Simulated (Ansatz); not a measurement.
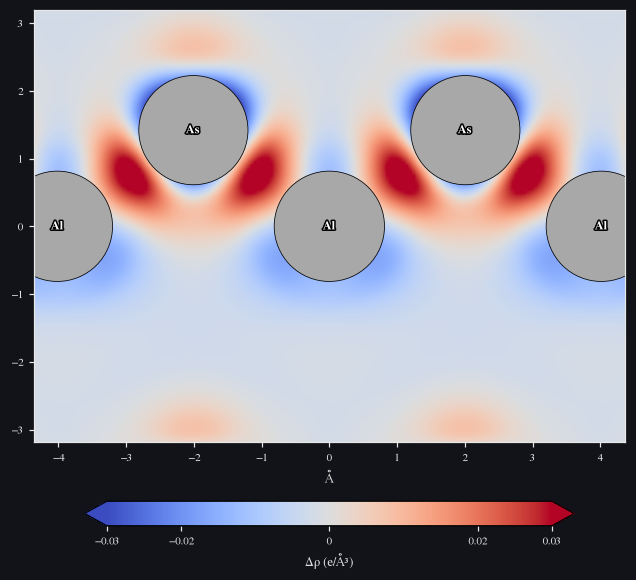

AlAs. Difference of the valence pseudo-densities of two functionals at the same geometry, on the (11̄0) plane of the calculation cell: HF less HSE06.

Both computed with Ansatz (plane waves, PAW), on the same k-point mesh. Grey discs cover the atomic cores.

```
Al As
1.0
     0.00000    2.83892    2.83892
     2.83892    0.00000    2.83892
     2.83892    2.83892    0.00000
Al As
1 1
Cartesian
  0.0000 0.0000 0.0000
  1.4195 1.4195 1.4195
```

Question: What does the difference map show?

Answer: Against HSE06, HF gives a change of +0.035 e/Å³ at the midpoint of Al–As.
